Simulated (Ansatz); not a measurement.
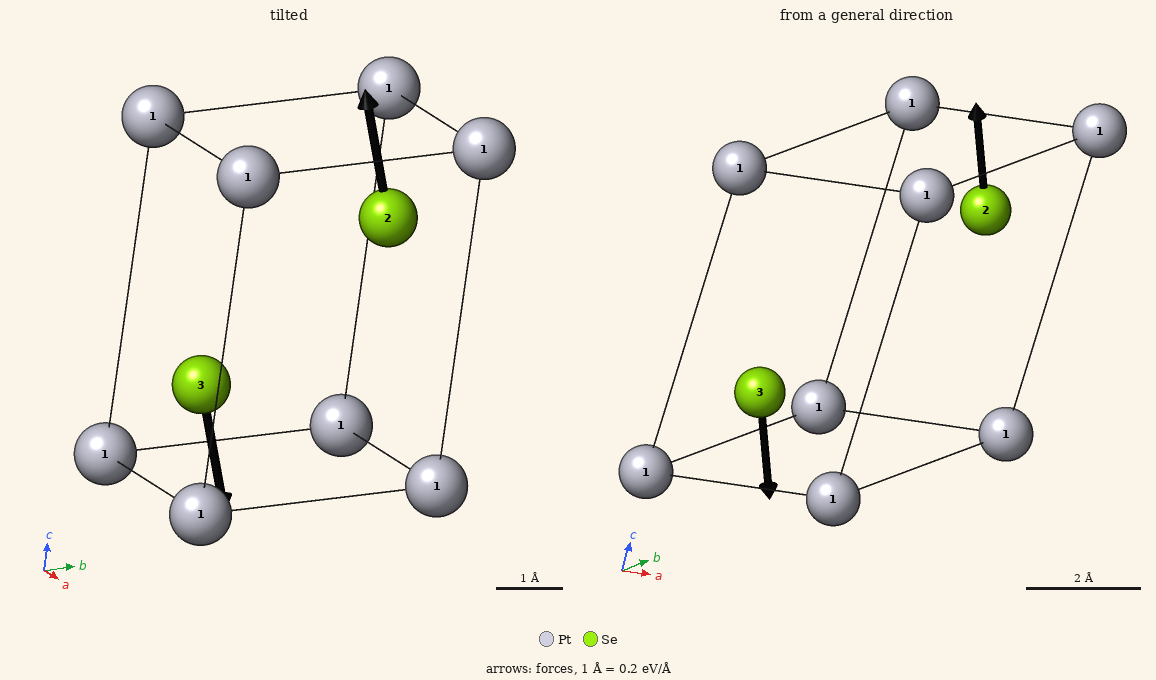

View slightly off an axis and from a general direction, drawn as a spheres-only model. The box is the cell (the run's own, in a reduced setting); atoms on or close to its faces, edges and corners are drawn wherever they repeat. The arrows are the computed forces on the atoms.

System: PtSe2. The calculation used Hartree-Fock, plane waves, PAW in Ansatz 0.2.0, with an energy cutoff of 420 eV, k-points about 0.33 Å⁻¹ apart, no spin polarisation.

Q: Has this structure been optimised to equilibrium?

A: No. The atoms still feel forces of up to about 0.34 eV/Å, far above a usual threshold of 0.01 to 0.03 eV/Å.

Q: Name the atom under the greatest force.

A: Se2 and Se3, about 0.34 eV/Å.

Its origin is a structure type filled with these elements by a generator (whether the compound takes this form wasn't checked). Earlier steps of the study, as a rule a relaxation of our own, may have changed the cell and positions, so they can lie some per cent off the listed ones. It was run through Ansatz as a DFT input.
